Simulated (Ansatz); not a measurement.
Geometry relaxation, with input and output: Cd15Te16 (charge −2) (part 3 of 3)

Cd15Te16 (defect cell, 31 atoms in the cell, total charge −2); DFT PBE, scalar-relativistic, plane waves, PAW, spin-polarised (Ansatz 0.2.0); cutoff 420 eV, 2×2×2 k-mesh, Gaussian smearing of 0.02 eV, collinear spins. The structure derives from a Materials Project entry. It belongs to a series of runs on one base structure; here: V_Cd, charge -2, atoms relaxed at the host's cell.

## File populations.tsv
```
# site	symbol	l	j	q_up	q_dn
# orbitals = lowdin
# n_electrons = 558.000000
# spilling = 0.006008
0	Cd	0_4S	-	0.998449	0.998449
0	Cd	0_5S	-	0.462314	0.462314
0	Cd	1_4P	-	2.999690	2.999690
0	Cd	2_4D	-	4.993198	4.993198
1	Cd	0_4S	-	0.998433	0.998433
1	Cd	0_5S	-	0.458538	0.458538
1	Cd	1_4P	-	2.999693	2.999693
1	Cd	2_4D	-	4.993359	4.993359
2	Cd	0_4S	-	0.998434	0.998434
2	Cd	0_5S	-	0.458583	0.458583
2	Cd	1_4P	-	2.999694	2.999694
2	Cd	2_4D	-	4.993365	4.993365
3	Cd	0_4S	-	0.998449	0.998449
3	Cd	0_5S	-	0.462302	0.462302
3	Cd	1_4P	-	2.999690	2.999690
3	Cd	2_4D	-	4.993196	4.993196
4	Cd	0_4S	-	0.998448	0.998448
4	Cd	0_5S	-	0.462251	0.462251
4	Cd	1_4P	-	2.999690	2.999690
4	Cd	2_4D	-	4.993195	4.993195
5	Cd	0_4S	-	0.998448	0.998448
5	Cd	0_5S	-	0.462248	0.462248
5	Cd	1_4P	-	2.999690	2.999690
5	Cd	2_4D	-	4.993195	4.993195
6	Cd	0_4S	-	0.998448	0.998448
6	Cd	0_5S	-	0.462275	0.462275
6	Cd	1_4P	-	2.999690	2.999690
6	Cd	2_4D	-	4.993195	4.993195
7	Cd	0_4S	-	0.998449	0.998449
7	Cd	0_5S	-	0.462292	0.462292
7	Cd	1_4P	-	2.999690	2.999690
7	Cd	2_4D	-	4.993198	4.993198
8	Cd	0_4S	-	0.998449	0.998449
8	Cd	0_5S	-	0.462292	0.462292
8	Cd	1_4P	-	2.999690	2.999690
8	Cd	2_4D	-	4.993198	4.993198
9	Cd	0_4S	-	0.998449	0.998449
9	Cd	0_5S	-	0.462287	0.462287
9	Cd	1_4P	-	2.999690	2.999690
9	Cd	2_4D	-	4.993194	4.993194
10	Cd	0_4S	-	0.998448	0.998448
10	Cd	0_5S	-	0.462248	0.462248
10	Cd	1_4P	-	2.999690	2.999690
10	Cd	2_4D	-	4.993195	4.993195
11	Cd	0_4S	-	0.998434	0.998434
11	Cd	0_5S	-	0.458599	0.458599
11	Cd	1_4P	-	2.999694	2.999694
11	Cd	2_4D	-	4.993368	4.993368
12	Cd	0_4S	-	0.998449	0.998449
12	Cd	0_5S	-	0.462308	0.462308
12	Cd	1_4P	-	2.999690	2.999690
12	Cd	2_4D	-	4.993196	4.993196
13	Cd	0_4S	-	0.998449	0.998449
13	Cd	0_5S	-	0.462302	0.462302
13	Cd	1_4P	-	2.999690	2.999690
13	Cd	2_4D	-	4.993195	4.993195
14	Cd	0_4S	-	0.998449	0.998449
14	Cd	0_5S	-	0.462341	0.462341
14	Cd	1_4P	-	2.999690	2.999690
14	Cd	2_4D	-	4.993196	4.993196
15	Te	0_5S	-	0.965209	0.965209
15	Te	1_5P	-	2.471530	2.471531
15	Te	2_4D	-	4.999735	4.999735
16	Te	0_5S	-	0.959104	0.959104
16	Te	1_5P	-	2.523193	2.523192
16	Te	2_4D	-	4.999734	4.999734
17	Te	0_5S	-	0.959101	0.959101
17	Te	1_5P	-	2.523197	2.523197
17	Te	2_4D	-	4.999734	4.999734
18	Te	0_5S	-	0.959112	0.959112
18	Te	1_5P	-	2.523187	2.523187
18	Te	2_4D	-	4.999734	4.999734
19	Te	0_5S	-	0.959102	0.959102
19	Te	1_5P	-	2.523197	2.523197
19	Te	2_4D	-	4.999734	4.999734
20	Te	0_5S	-	0.959113	0.959113
20	Te	1_5P	-	2.523185	2.523185
20	Te	2_4D	-	4.999734	4.999734
21	Te	0_5S	-	0.965207	0.965207
21	Te	1_5P	-	2.471586	2.471586
21	Te	2_4D	-	4.999735	4.999735
22	Te	0_5S	-	0.959106	0.959106
22	Te	1_5P	-	2.523174	2.523174
22	Te	2_4D	-	4.999734	4.999734
23	Te	0_5S	-	0.965209	0.965209
23	Te	1_5P	-	2.471514	2.471514
23	Te	2_4D	-	4.999735	4.999735
24	Te	0_5S	-	0.959106	0.959106
24	Te	1_5P	-	2.523159	2.523159
24	Te	2_4D	-	4.999734	4.999734
25	Te	0_5S	-	0.959102	0.959102
25	Te	1_5P	-	2.523179	2.523179
25	Te	2_4D	-	4.999734	4.999734
26	Te	0_5S	-	0.959117	0.959117
26	Te	1_5P	-	2.523179	2.523179
26	Te	2_4D	-	4.999734	4.999734
27	Te	0_5S	-	0.959109	0.959109
27	Te	1_5P	-	2.523156	2.523156
27	Te	2_4D	-	4.999734	4.999734
28	Te	0_5S	-	0.959107	0.959107
28	Te	1_5P	-	2.523179	2.523179
28	Te	2_4D	-	4.999734	4.999734
29	Te	0_5S	-	0.959104	0.959104
29	Te	1_5P	-	2.523158	2.523158
29	Te	2_4D	-	4.999734	4.999734
30	Te	0_5S	-	0.965208	0.965208
30	Te	1_5P	-	2.471510	2.471510
30	Te	2_4D	-	4.999735	4.999735
```

## Trajectory as extended XYZ (Å, eV, eV/Å), 3 frames, from step=1 to step=3
```
31
Lattice="6.6200 6.6200 -6.6200 -6.6200 -6.6200 -6.6200 -6.6200 6.6200 6.6200" Properties=species:S:1:pos:R:3:forces:R:3 step=1 energy=-235496.00940
Cd   -0.0547   -0.0514   -6.5470   -0.0494  -0.0494   0.1002
Cd    3.3091    3.3120   -6.6224    0.0014  -0.0026   0.0009
Cd   -3.3111    3.3118   -6.6228   -0.0006  -0.0009  -0.0009
Cd   -6.5671   -3.3848   -3.3653    0.0342  -0.0849  -0.0338
Cd   -3.2351   -0.0511   -3.3645    0.0995  -0.0579  -0.0577
Cd    0.0523    3.3865   -3.2611    0.0580   0.0997   0.0541
Cd    3.2333    6.5687   -3.2603   -0.0774  -0.0274   0.0269
Cd    0.0527    0.0547    0.0725    0.0711   0.0698   0.1155
Cd   -6.6742    3.2355   -3.2596   -0.0375  -0.0846   0.0308
Cd   -3.3877    6.6752   -3.3650   -0.0831   0.0362  -0.0321
Cd   -6.6733    0.0543   -0.0760   -0.0979   0.0960  -0.1335
Cd   -3.3107    3.3122   -0.0027    0.0002   0.0018   0.0023
Cd    0.0524    6.5687   -0.0776    0.0389  -0.0381  -0.0918
Cd   -6.6749    3.3884    3.2551   -0.0304   0.0811  -0.0281
Cd   -3.2331    6.6755    3.3610    0.0540  -0.0047  -0.0091
Te   -1.7683   -1.7768   -5.0810   -0.0079   0.0582   0.0015
Te    1.6509    1.6520   -4.9513   -0.0036   0.0074  -0.0457
Te    4.9685    4.9708   -4.9513   -0.0034   0.0038  -0.0439
Te   -1.6530    4.9833   -4.9632   -0.0087  -0.0319  -0.0109
Te   -4.9701   -1.6493   -1.6735    0.0025   0.0030   0.0388
Te   -1.6390    1.6534   -1.6612   -0.0315   0.0094   0.0068
Te    1.7726    4.8607   -1.5458   -0.0435  -0.0289  -0.0054
Te   -1.6525    1.6400   -8.2816   -0.0067   0.0386   0.0075
Te   -4.8422   -4.8403   -5.0733   -0.0531  -0.0505  -0.0462
Te   -4.9831    4.9703   -1.6611    0.0349  -0.0130   0.0051
Te   -1.6521    8.2728   -1.6737   -0.0053   0.0067   0.0438
Te   -4.9826    1.6542    1.6568    0.0321   0.0081  -0.0181
Te   -1.6386    4.9700    1.6566   -0.0382  -0.0132  -0.0124
Te   -4.9693    1.6401   -4.9635    0.0121   0.0372  -0.0047
Te   -4.9689    4.9837    4.9582    0.0072  -0.0378   0.0098
Te   -8.4118    1.7763   -1.5672    0.1320  -0.0310   0.1306
31
Lattice="6.6200 6.6200 -6.6200 -6.6200 -6.6200 -6.6200 -6.6200 6.6200 6.6200" Properties=species:S:1:pos:R:3:forces:R:3 step=2 energy=-235496.02486
Cd   -0.0702   -0.0626   -6.5097    0.0434   0.0390  -0.0276
Cd    3.3080    3.3142   -6.6223   -0.0037   0.0068  -0.0014
Cd   -3.3113    3.3116   -6.6243    0.0018   0.0017   0.0012
Cd   -6.5537   -3.4271   -3.3829   -0.0310   0.0216   0.0381
Cd   -3.1974   -0.0636   -3.3798   -0.0226   0.0472   0.0526
Cd    0.0671    3.4248   -3.2507   -0.0490  -0.0184  -0.0490
Cd    3.1894    6.5525   -3.2475    0.0120   0.0340  -0.0323
Cd    0.0656    0.0668    0.1056   -0.0544  -0.0549  -0.0334
Cd   -6.6873    3.1945   -3.2436    0.0290   0.0186  -0.0392
Cd   -3.4319    6.6919   -3.3807    0.0192  -0.0342   0.0378
Cd   -6.6828    0.0664   -0.1058    0.0737  -0.0787   0.0370
Cd   -3.3108    3.3127   -0.0051   -0.0008  -0.0041  -0.0059
Cd    0.0647    6.5544   -0.1187   -0.0343   0.0374   0.0195
Cd   -6.6926    3.4336    3.2409    0.0335  -0.0187   0.0327
Cd   -3.1824    6.6931    3.3793   -0.0125  -0.0130  -0.0184
Te   -1.7975   -1.7814   -5.1077    0.0017  -0.0416   0.0025
Te    1.6579    1.6560   -4.9451   -0.0014  -0.0171   0.0228
Te    4.9638    4.9677   -4.9448    0.0098  -0.0030   0.0190
Te   -1.6632    4.9929   -4.9691    0.0319  -0.0085   0.0296
Te   -4.9669   -1.6529   -1.6825   -0.0097  -0.0013  -0.0080
Te   -1.6294    1.6618   -1.6577   -0.0116  -0.0319  -0.0213
Te    1.7850    4.8231   -1.5207    0.0353   0.0191  -0.0004
Te   -1.6616    1.6317   -8.2783    0.0279  -0.0052  -0.0201
Te   -4.8362   -4.8320   -5.1169    0.0418   0.0393   0.0391
Te   -4.9931    4.9630   -1.6555    0.0033   0.0394  -0.0223
Te   -1.6604    8.2809   -1.6810    0.0214  -0.0207  -0.0208
Te   -4.9922    1.6663    1.6498    0.0092  -0.0342   0.0457
Te   -1.6304    4.9608    1.6470    0.0047   0.0433   0.0367
Te   -4.9624    1.6322   -4.9713   -0.0370  -0.0028   0.0174
Te   -4.9585    4.9934    4.9622   -0.0306   0.0043  -0.0285
Te   -8.3914    1.7903   -1.4947   -0.1013   0.0363  -0.1031
31
Lattice="6.6200 6.6200 -6.6200 -6.6200 -6.6200 -6.6200 -6.6200 6.6200 6.6200" Properties=species:S:1:pos:R:3:forces:R:3 step=3 energy=-235496.03295
Cd   -0.0617   -0.0579   -6.5150    0.0075   0.0053   0.0061
Cd    3.3090    3.3122   -6.6235    0.0002  -0.0005  -0.0007
Cd   -3.3113    3.3125   -6.6234    0.0003   0.0006   0.0009
Cd   -6.5609   -3.4151   -3.3742   -0.0074  -0.0032   0.0074
Cd   -3.2058   -0.0579   -3.3733    0.0048   0.0075   0.0068
Cd    0.0597    3.4175   -3.2529   -0.0088   0.0060  -0.0046
Cd    3.2028    6.5612   -3.2522   -0.0035   0.0093  -0.0064
Cd    0.0593    0.0620    0.1041   -0.0069  -0.0050   0.0072
Cd   -6.6808    3.2056   -3.2520    0.0065  -0.0043  -0.0076
Cd   -3.4178    6.6832   -3.3739   -0.0022  -0.0082   0.0062
Cd   -6.6809    0.0624   -0.1088    0.0049  -0.0055  -0.0085
Cd   -3.3112    3.3126   -0.0030   -0.0003  -0.0008   0.0006
Cd    0.0595    6.5610   -0.1110   -0.0056   0.0065  -0.0059
Cd   -6.6825    3.4197    3.2461    0.0092   0.0025   0.0049
Cd   -3.2026    6.6832    3.3693    0.0000  -0.0084  -0.0093
Te   -1.7863   -1.7813   -5.0964   -0.0003  -0.0028  -0.0065
Te    1.6550    1.6578   -4.9444   -0.0019  -0.0081  -0.0029
Te    4.9633    4.9662   -4.9447    0.0061   0.0044  -0.0025
Te   -1.6554    4.9899   -4.9685   -0.0019  -0.0023   0.0050
Te   -4.9663   -1.6535   -1.6813   -0.0036   0.0037   0.0023
Te   -1.6336    1.6566   -1.6572   -0.0009   0.0001  -0.0047
Te    1.7834    4.8374   -1.5301    0.0003  -0.0025   0.0074
Te   -1.6554    1.6342   -8.2768   -0.0010   0.0015  -0.0073
Te   -4.8369   -4.8338   -5.0970    0.0010   0.0018  -0.0067
Te   -4.9888    4.9681   -1.6576    0.0006   0.0007  -0.0021
Te   -1.6559    8.2777   -1.6818    0.0016  -0.0043   0.0040
Te   -4.9888    1.6566    1.6518    0.0022   0.0032   0.0056
Te   -1.6330    4.9679    1.6516   -0.0019  -0.0003   0.0042
Te   -4.9667    1.6342   -4.9693   -0.0010   0.0023   0.0050
Te   -4.9669    4.9903    4.9623    0.0022  -0.0013  -0.0053
Te   -8.4045    1.7868   -1.5286    0.0000   0.0022   0.0076
```

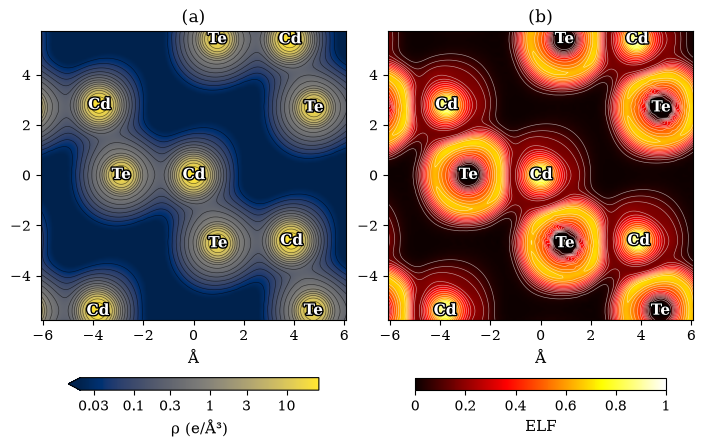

(a) valence electron density; (b) ELF on the (010) plane of the calculation cell. Atoms in the plane: Cd and Te. Cd–Te (2.88 Å): ρ at the midpoint is about 0.32 e/Å³; the ELF peaks at about 0.70 in the valence shell of Te, 1.2 Å from its nucleus, and drops to about 0.15 between the two atoms. Away from the nuclei the density in this plane falls to 0.006 e/Å³ at its lowest. The strong features right at Cd lie inside the PAW spheres (semicore, d or f shells) and say nothing about bonding. In a PAW calculation such maps are meaningful between the atoms, not at the nuclei.

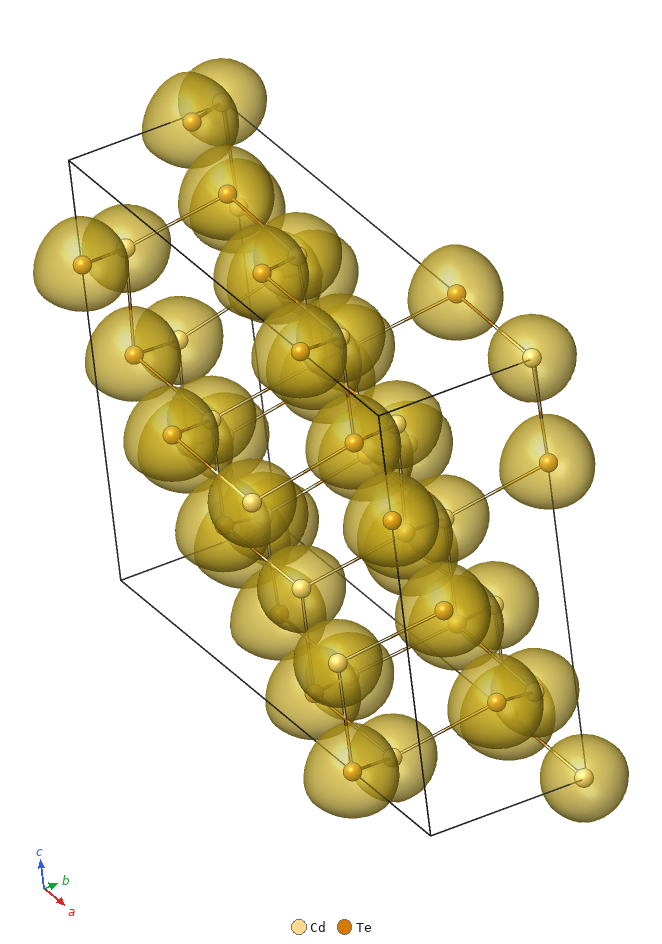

Isosurface of the valence pseudo-density at 0.4 e/Å³ (yellow), seen slightly off an axis. Sticks mark near contacts. The outline is the calculation cell. At this value the density breaks into separate islands; it holds about 85 % of the electrons treated as valence (semicore included). It is pinched off along the Cd–Te (2.82 Å) and Cd–Te (2.88 Å) contacts. On the grid the lowest density along these lines, outside the cores, is 0.34 e/Å³ (Cd–Te, 2.82 Å) and 0.3 e/Å³ (Cd–Te, 2.88 Å).

The run was set up as follows.

## Input file
```yaml
crystal:
  lattice:
    - [6.620040484, 6.620040484, -6.620040484]
    - [-6.620040484, -6.620040484, -6.620040484]
    - [-6.620040484, 6.620040484, 6.620040484]
  atoms:
    - { symbol: Cd, position: [0.4906021072, 0.4986137691, 0.0002542701] }
    - { symbol: Cd, position: [0.7503288361, 0.250251045, 0.0002176039] }
    - { symbol: Cd, position: [0.7503385282, 0.7502891941, 0.5002133893] }
    - { symbol: Cd, position: [-0.0014769803, 0.7501788839, 0.2403541455] }
    - { symbol: Cd, position: [0.2502547237, 0.498454768, 0.2404820215] }
    - { symbol: Cd, position: [0.5020768913, 0.2423540395, 0.2518258084] }
    - { symbol: Cd, position: [0.7423667338, 0.0020414852, 0.2519122953] }
    - { symbol: Cd, position: [-0.0013463755, -0.0094526324, 0.0001504521] }
    - { symbol: Cd, position: [0.4905592952, 0.7502768798, 0.7484585588] }
    - { symbol: Cd, position: [0.75831527, 0.5100192919, 0.7600362379] }
    - { symbol: Cd, position: [0.0098448345, 0.5097672977, 0.5081286093] }
    - { symbol: Cd, position: [0.2503678932, 0.2502561015, 0.500218135] }
    - { symbol: Cd, position: [0.5019791987, 0.0019048964, 0.4921638978] }
    - { symbol: Cd, position: [0.0100687978, 0.2582904946, 0.7600579743] }
    - { symbol: Cd, position: [0.2503360706, -0.0096616043, 0.748378588] }
    - { symbol: Te, position: [0.2495595053, 0.5173153889, -0.0006450636], spin: 0.5 }
    - { symbol: Te, position: [0.4987330324, 0.2492772784, 8.21565e-05] }
    - { symbol: Te, position: [0.7493930843, -0.0012999372, 0.0001711108] }
    - { symbol: Te, position: [0.7512419778, 0.4997080186, 0.5012306864] }
    - { symbol: Te, position: [0.0018298391, 0.5017814705, 0.2508161152] }
    - { symbol: Te, position: [0.2503405255, 0.2492528157, 0.2486631619] }
    - { symbol: Te, position: [0.4838715513, -0.0171299521, 0.2332376522], spin: 0.5 }
    - { symbol: Te, position: [0.7493661563, 0.7503054375, 0.2486785731] }
    - { symbol: Te, position: [0.0175992278, 0.7488999686, 0.0001466925], spin: 0.5 }
    - { symbol: Te, position: [0.5008592312, 0.5018245311, 0.7517608886] }
    - { symbol: Te, position: [0.7512413782, 0.2511952232, 0.7496101289] }
    - { symbol: Te, position: [-0.0001975541, 0.251189441, 0.5012641655] }
    - { symbol: Te, position: [0.2502580384, -0.0013541976, 0.4991404659] }
    - { symbol: Te, position: [0.4987565583, 0.7502114466, 0.499195472] }
    - { symbol: Te, position: [0.0019283123, 0.0008112283, 0.7517058384] }
    - { symbol: Te, position: [0.2525307205, 0.7536987952, 0.7694917046], spin: 0.5 }
  host:
    lattice:
      - [0.0, 3.310020242, 3.310020242]
      - [3.310020242, 0.0, 3.310020242]
      - [3.310020242, 3.310020242, 0.0]
    atoms:
      - { symbol: Cd, position: [0.0, 0.0, 0.0] }
      - { symbol: Te, position: [0.25, 0.25, 0.25] }
total_charge: -2
basis:
  ecutwfc: 420
  xc_grid: 2
kpoints:
  mp_grid: { grid: [2, 2, 2], shift: [0.5, 0.5, 0.5] }
hamiltonian:
  xc: pbe
scf:
  occupations: { method: gaussian, width: 0.02 }
  lower_state_search: "off"
output:
  forces: true
  stress: false
  eigenvalues: true
  populations: true
  charged_corrections:
    defect_position: [0.25, 0.75, 0.0]
    epsilon: [[12.6122, 0.0, 0.0], [0.0, 12.6122, 0.0], [0.0, 0.0, 12.6122]]
  write_density: true
  write_potential: true
  elf: true
  volumetric_format: npy
magnetization:
  spin_polarized: true
relax:
  adjacent_minimum: "off"
  f_tol: 0.03
  max_steps: 40
```

Command:
```bash
ansatz run input.yaml --threads 8 --pin off --max-ram 16384MiB --backend cpu --events-out ev --progress --plain --runs-dir out
```

## Summary

```json
{"quantity": "outcome", "value": "converged"}
{"quantity": "electrons treated", "value": "558"}
{"quantity": "free energy", "value": "−235496.0329 eV"}
{"quantity": "Fermi energy", "value": "7.113 eV"}
{"quantity": "gap on the k-point mesh", "value": "2.02 eV"}
{"quantity": "net moment of the cell", "value": "0.00 μB"}
{"quantity": "integrated absolute moment", "value": "0.00 μB"}
{"quantity": "final volume", "value": "1160.49 Å³"}
{"quantity": "largest force (length of the vector) at the end", "value": "0.013 eV/Å"}
{"quantity": "hardware", "value": "8 threads of Arm Neoverse V2, 24 GiB of memory available, shared host"}
{"quantity": "wall time", "value": "5.4 min (CPU time 40 min)"}
{"quantity": "peak memory", "value": "12 GiB"}
```

## Remarks

The program warns: some starting moments were not kept.
